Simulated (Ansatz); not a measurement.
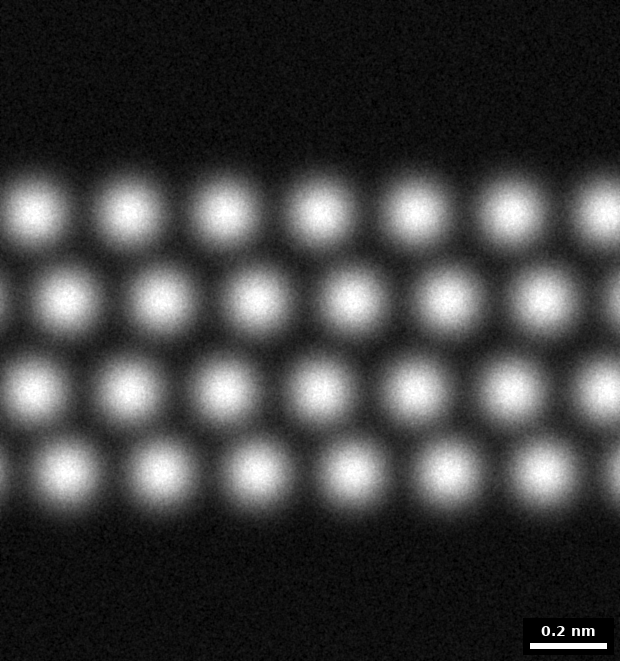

Cross-section of a (001) slab of Ti (P6_3/mmc), seen along a direction in its plane, the normal pointing up. Simulation: incoherent imaging, intensity Z^1.7 per atom, probe width 1.20 Å, thin sample. The display is stretched by a gamma of 0.65; percentages refer to the linear signal. Shot noise was added. Structure used: coordinates from a relaxation in a fixed cell under constraints with DFT r2SCAN, scalar-relativistic, plane waves, PAW (Ansatz 0.2.0).

How many atomic planes does the slab have, and what do they hold from top to bottom?

4 planes (atoms within 0.35 Å in height count as one plane):

| plane | content | depth below the top plane (Å) |
| --- | --- | --- |
| 1 | Ti | 0.0 |
| 2 | Ti | 2.3 |
| 3 | Ti | 4.7 |
| 4 | Ti | 6.9 |

How thick is it, and how does it end on either side?

The outermost planes are 6.9 Å apart. The upper face ends in Ti and the lower in Ti, so the sequence of planes is the same from both sides.
